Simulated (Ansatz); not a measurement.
## Single-point calculation, with input and output: Cr

System: Cr (7 atoms in the cell).
Method: DFT PBEsol, scalar-relativistic, plane waves, PAW, no spin polarisation (Ansatz 0.2.0).

The structure was built on a prototype by a generator; it need not be a known phase. It belongs to a series of runs on one base structure; here: stacking ABCACAB, relaxed, on a denser mesh.

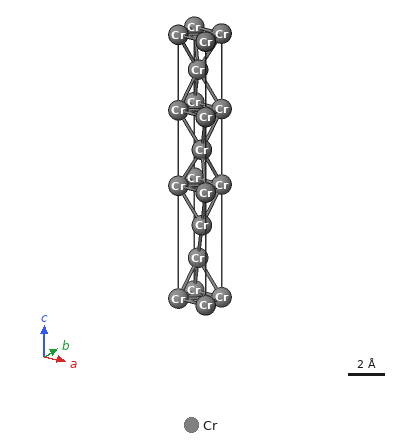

Fig. 1: The structure (ball-and-stick view of the cell of the calculation, seen slightly off an axis). Near neighbours in the crystal (not all of them lie inside the picture): Cr has 12 Cr at 2.47 to 2.61 Å.

Results in brief:

```json
{"quantity": "outcome", "value": "converged"}
{"quantity": "space group (tolerance 0.01 Å)", "value": "P-3m1 (164)"}
{"quantity": "electrons treated", "value": "98"}
{"quantity": "free energy", "value": "−23441.5095 eV"}
{"quantity": "Fermi energy", "value": "19.261 eV"}
{"quantity": "gap on the k-point mesh", "value": "none (metallic)"}
{"quantity": "pressure", "value": "−0.01 GPa"}
{"quantity": "largest force (length of the vector)", "value": "0.005 eV/Å"}
{"quantity": "hardware", "value": "2 threads of Arm Neoverse V2, 24 GiB of memory available, shared host"}
{"quantity": "wall time", "value": "51 s (CPU time 1.7 min)"}
{"quantity": "peak memory", "value": "1.9 GiB"}
```

Notes:

The run has no spin polarisation, so a magnetic state may lie lower.

The input:
```yaml
crystal:
  lattice:
    - [2.4676169273, 0.0, 0.0]
    - [-1.2338084636, 2.1370189458, 0.0]
    - [0.0, 0.0, 15.2260434336]
  atoms:
    - { symbol: Cr, position: [0.0, 0.0, 0.0005167389] }
    - { symbol: Cr, position: [0.3333333333, 0.6666666667, 0.1432749573] }
    - { symbol: Cr, position: [0.6666666667, 0.3333333333, 0.2852964713] }
    - { symbol: Cr, position: [0.0, 0.0, 0.4280546896] }
    - { symbol: Cr, position: [0.6666666667, 0.3333333333, 0.571675982] }
    - { symbol: Cr, position: [0.0, 0.0, 0.7142857143] }
    - { symbol: Cr, position: [0.3333333333, 0.6666666667, 0.8568954465] }
basis:
  ecutwfc: 420
kpoints:
  mp_grid: { grid: [33, 33, 6] }
hamiltonian:
  xc: pbesol
scf:
  occupations: { method: gaussian, width: 0.1 }
output:
  forces: true
  stress: true
  eigenvalues: true
```

Launched with:
```bash
ansatz run input.yaml --threads 2 --pin off --max-ram 4096MiB --backend cpu --events-out ev --progress --plain --runs-dir out
```

Log:
```
Engine: ansatz 0.2.0, aarch64-unknown-linux-gnu
Pseudopotentials: kind: paw
Pseudopotential: Cr, paw, valence charge 14, recommended cutoff 420 eV (normal), Cr.paw.azcp
Functional definition: PBEsol
  exchange = pbesol_x
  correlation = pbesol_c
Crystal: 7 atoms, lattice volume = 80.292 Å³
Basis set: ecut = 420 eV, 1533 PW (Γ), exchange–correlation on 36×36×216 points (8 copies of the dense FFT grid, shifted against one another)
Bands: 59, of which v1, the nominal top of the filled ones, is band 49 counted from 1 (48 counted from 0)
Symmetry: 12 space group operations
Space group: P-3m1 (ITA 164), of the structure as read, at distance tolerance 4.3e-5 Å
k-points: 614 of 6534
Non-local potential: Cr, projectors of the file, l = 0: 3, l = 1: 2, l = 2: 3, l = 3: 1
PAW form: soft (Blöchl's): semilocal exchange-correlation on the pseudo side does not see the compensation charge
PAW frozen core: Cr, regenerated for the run's functional, and the local potential with it (the file was generated under x = pbe(κ = 0.804, μ = 0.2195149727645171), c = pbe(β = 0.06672455060314922))
PAW one-centre angular grid: Cr, 590 points (default); XC on 64 Gauss nodes
Initial density: superposition of atomic densities (neutral atoms: chi_scale 0, normalization atom), corrected by the library's trained network
Initial wavefunctions: pseudopotential atomic-orbital guess
Functional: x = pbesol(κ = 0.804, μ = 0.12345679012345678), c = pbesol(β = 0.046)
SCF iter   1: F=—  HF=-23441.518082 eV  |F-HF|=—  |Δ(HF+E_count)|=         —  Δρ=1.04e-2  dr2=4.39e-1  ethr=1.77e-3  ⟨swp⟩=4.6  Hψ=112014  notcnv=0
preconditioner: auto → Kerker (q_TF=auto, 2.820 Å⁻¹)  [metal: Δε(μ)=0.000 eV  Ē_g=3.293 eV  σ=0.100 eV  W_gap=0.00  n_scr=12 (ndim 8)  ℏωp=26.9 eV  f_vac=0.000  D(μ)=10.77/eV (n_scr^D=136)]
SCF iter   2: F=—  HF=-23441.510379 eV  |F-HF|=—  |Δ(HF+E_count)|=   7.70e-3  Δρ=4.28e-3  dr2=1.15e-1  ethr=4.48e-4  ⟨swp⟩=2.0  Hψ=45357  notcnv=0  defer=1440
SCF iter   3: F=—  HF=-23441.509631 eV  |F-HF|=—  |Δ(HF+E_count)|=   7.49e-4  Δρ=9.67e-4  dr2=5.41e-3  ethr=1.17e-4  ⟨swp⟩=1.0  Hψ=34721  notcnv=0  defer=1440
SCF iter   4: F=—  HF=-23441.509545 eV  |F-HF|=—  |Δ(HF+E_count)|=   8.55e-5  Δρ=2.80e-4  dr2=9.38e-5  ethr=5.52e-6  ⟨swp⟩=1.0  Hψ=34721  notcnv=0  defer=1440
SCF iter   5: F=—  HF=-23441.509538 eV  |F-HF|=—  |Δ(HF+E_count)|=   7.31e-6  Δρ=8.06e-5  dr2=2.03e-5  ethr=9.57e-8  ⟨swp⟩=2.0  Hψ=46028  notcnv=0  defer=1440
SCF iter   6: F=—  HF=-23441.509538 eV  |F-HF|=—  |Δ(HF+E_count)|=   1.74e-7  Δρ=1.98e-5  dr2=5.86e-7  ethr=2.07e-8  ⟨swp⟩=1.0  Hψ=34773  notcnv=0  defer=1440
SCF iter   7: F=-23441.509538 eV  HF=-23441.509538 eV  |F-HF|=7.55e-8  |Δ(HF+E_count)|=   2.99e-8  Δρ=6.21e-6  dr2=8.10e-8  ethr=1.02e-10  ⟨swp⟩=7.9  Hψ=123074  notcnv=0
SCF 1 converged in 7 iterations: F = -23441.509538 eV  dr2 = 8.10e-8
  greatest PAW one-centre occupation: 1.000 electrons in one spin orbital (limit 2), on the Cr atom at site 2 (counted from 0), in its partial waves of l = 0
SCF converged after 7 iterations
Free energy (F): -23441.509538 eV
Harris-Foulkes:  -23441.509538 eV  (|F-HF|=7.55e-8)
Internal energy: -23441.455522 eV  (E = F + TS)
E sigma→0 (E₀):  -23441.482530 eV
Entropy (-TS):   -0.054016 eV (-7.717 meV/atom)
Fermi energy:    19.260773 eV
--- Per-component energies (eV) ---
  E_band       = -988.489190
  E_kinetic    = 2410.769857
  E_local      = -8225.695610  (includes V_loc(G=0)·N_el)
  E_nonlocal   = 565.556138
  E_hartree    = 3593.579425
  E_xc         = -975.060395
  E_vxc        = -1249.471548  (∫ρ·V_xc dr)
  E_paw        = -8172.450586  (= ΣΔE_a)
  E_vpaw       = -1676.810816  (= ΣTr[D̂ρ^β])
  E_aug_tail   = 0.002558  (compensation charges beyond the density's cutoff)
  E_ewald      = -12639.276905
  E_core_change = 1.119997  (= ΣΔE_core)
  E_smearing   = -0.054016  (= −TS)
  E_closure    = 0.000000  (closes the sum)
  Σ components = -23441.509538   (vs F -23441.509538, Δ=0.00e0)
--- Forces (eV/Å), atoms counted from 1 ---
  atom   1  Cr    -0.00000000    -0.00000000    -0.00523651
  atom   2  Cr     0.00000000    -0.00000000     0.00192640
  atom   3  Cr    -0.00000000     0.00000000    -0.00192640
  atom   4  Cr     0.00000000     0.00000000     0.00523651
  atom   5  Cr    -0.00000000    -0.00000000    -0.00465631
  atom   6  Cr    -0.00000000     0.00000000     0.00000000
  atom   7  Cr     0.00000000     0.00000000     0.00465631
  max |Σ_I F_I| component: 4.05e-18 eV/Å
--- Stress (GPa, compression-positive) ---
       -0.003171       0.000000      -0.000000
        0.000000      -0.003171       0.000000
       -0.000000       0.000000      -0.027621
  P = ⅓ Tr σ = -0.0113 GPa (-0.113 kbar)
--- Band table (eV; the first three rows and the last of 614) ---
  k-point 0: bands = ["-52.0423", "-52.0183", "-52.0089", "-51.9535", "-51.9471", "-51.9002", "-51.8924", "-23.8157", "-23.8146", "-23.5492", "-23.5479", "-23.2160", "-23.1996", "-23.0524", "-22.9286", "-22.9286", "-22.9252", "-22.9252", "-22.8977", "-22.8977", "-22.8973", "-22.8973", "-22.8701", "-22.8701", "-22.8556", "-22.8556", "-22.8438", "-22.8438", "11.5270", "12.2682", "12.2702", "14.0045", "14.0070", "14.9971", "15.0012", "17.6864", "17.6920", "17.8539", "17.9001", "18.1186", "18.7831", "18.8082", "18.8129", "18.8129", "18.8167", "18.8167", "18.9010", "18.9010", "18.9472", "18.9472", "19.0346", "19.0346", "19.1446", "19.1446", "19.1500", "19.1500", "20.4593", "20.4593", "20.5900"]
  k-point 1: bands = ["-52.0415", "-52.0229", "-52.0032", "-51.9616", "-51.9395", "-51.9030", "-51.8908", "-23.8363", "-23.7860", "-23.6051", "-23.4898", "-23.2588", "-23.1623", "-23.0570", "-22.9293", "-22.9293", "-22.9240", "-22.9240", "-22.9023", "-22.9023", "-22.8925", "-22.8925", "-22.8715", "-22.8715", "-22.8548", "-22.8548", "-22.8440", "-22.8440", "11.5485", "12.0496", "12.5200", "13.7094", "14.2767", "14.9347", "15.0385", "17.6586", "17.7654", "17.8085", "17.9447", "18.1110", "18.5534", "18.8101", "18.8101", "18.8192", "18.8192", "18.9005", "18.9005", "18.9520", "18.9520", "19.0015", "19.0296", "19.0296", "19.1321", "19.1321", "19.1638", "19.1638", "20.4606", "20.4606", "20.5770"]
  k-point 2: bands = ["-52.0393", "-52.0291", "-51.9938", "-51.9724", "-51.9308", "-51.9083", "-51.8890", "-23.8492", "-23.7497", "-23.6582", "-23.4300", "-23.3130", "-23.1246", "-23.0706", "-22.9302", "-22.9302", "-22.9219", "-22.9219", "-22.9061", "-22.9061", "-22.8878", "-22.8878", "-22.8744", "-22.8744", "-22.8534", "-22.8534", "-22.8445", "-22.8445", "11.6127", "11.8652", "12.7971", "13.4011", "14.5097", "14.8367", "15.0593", "17.6646", "17.7485", "17.8952", "18.0004", "18.0889", "18.3067", "18.8060", "18.8060", "18.8232", "18.8232", "18.8975", "18.8975", "18.9675", "18.9675", "19.0141", "19.0141", "19.1237", "19.1237", "19.1398", "19.1756", "19.1756", "20.4633", "20.4633", "20.5554"]
  k-point 613: bands = ["-51.7727", "-51.7727", "-51.7704", "-51.7704", "-51.7521", "-51.7507", "-51.7507", "-23.6443", "-23.6289", "-23.6289", "-23.6202", "-23.6202", "-23.5852", "-23.5828", "-23.5478", "-23.5478", "-23.5189", "-23.5189", "-23.4850", "-23.4515", "-23.4515", "-23.2699", "-23.2490", "-23.2490", "-23.2167", "-23.1922", "-23.1922", "-23.1871", "16.3546", "16.3546", "16.6094", "16.7463", "16.7463", "16.8963", "16.9321", "16.9321", "17.0236", "17.0325", "17.0498", "17.0498", "17.0904", "17.0904", "18.0506", "18.0937", "18.0937", "18.1204", "18.1396", "18.1396", "18.1795", "19.4503", "19.4503", "19.8027", "19.8027", "19.9481", "20.5035", "20.5035", "21.3165", "21.3533", "21.3945"]
```

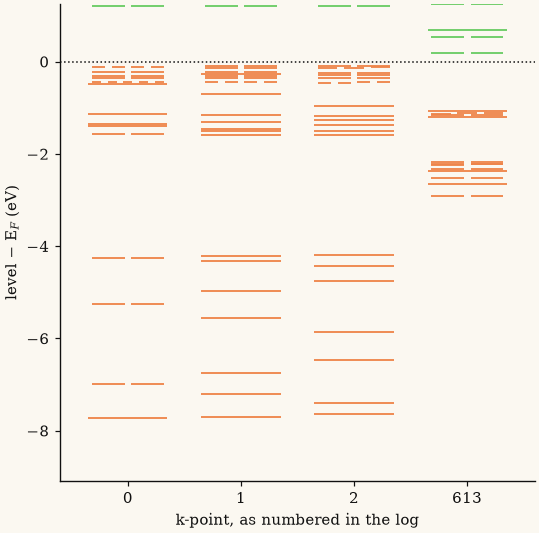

Fig. 2: Kohn–Sham levels near the Fermi level (dotted) at the few k-points that the log prints; levels within 0.02 eV of each other stand side by side. The system is metallic on the full mesh.
